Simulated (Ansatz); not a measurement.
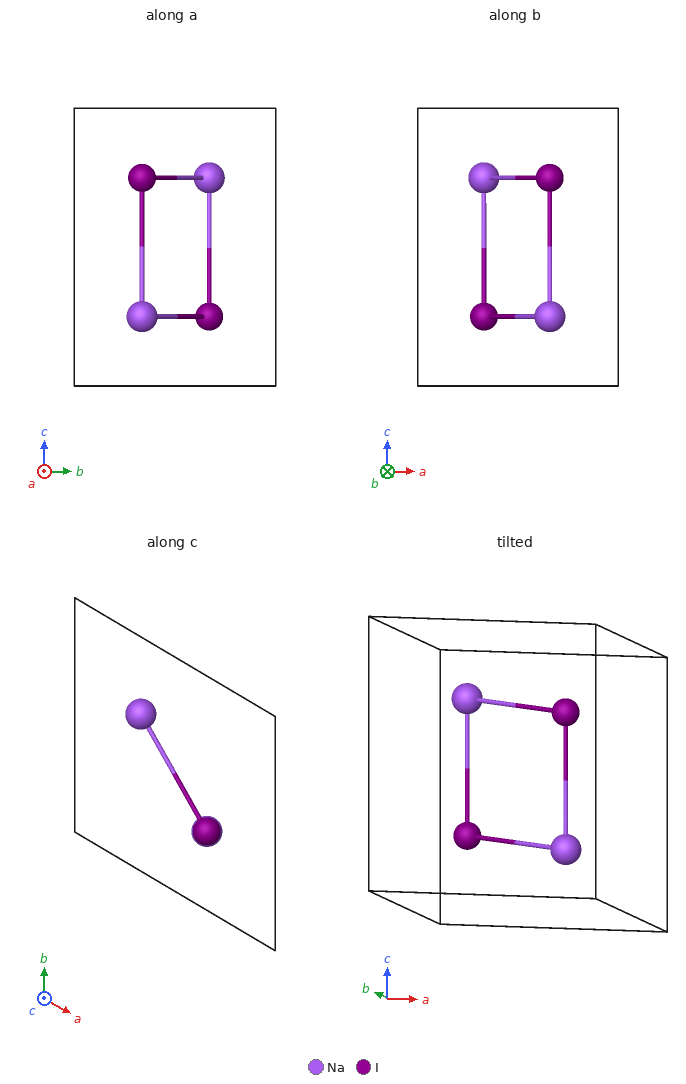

Ball-and-stick model, viewed along the a axis, along the b axis, along the c axis and slightly off an axis. The lines enclose the unit cell; boundary atoms appear with their images.

Lattice parameters: a = 5.4166 Å, b = 5.4517 Å, c = 6.4591 Å, α = 90.000°, β = 90.000°, γ = 120.643°.

> Set out the cell and atoms as a CIF in P1 with every atom of the cell, with free fractional coordinates to two decimals.

```cif
data_structure
_symmetry_space_group_name_H-M 'P 1'
_symmetry_Int_Tables_number 1
_cell_length_a 5.4166
_cell_length_b 5.4517
_cell_length_c 6.4591
_cell_angle_alpha 90.000
_cell_angle_beta 90.000
_cell_angle_gamma 120.643
_cell_volume 164.10
loop_
_atom_site_label
_atom_site_type_symbol
_atom_site_fract_x
_atom_site_fract_y
_atom_site_fract_z
_atom_site_occupancy
Na1 Na 0.33 0.67 0.75 1
Na2 Na 0.66 0.34 0.25 1
I1 I 0.33 0.67 0.25 1
I2 I 0.66 0.34 0.75 1
```

Its origin is a structure type filled with these elements by a generator (whether the compound takes this form wasn't checked). The cell was then strained or its atoms displaced on purpose. It was set up as input for a calculation with Ansatz.
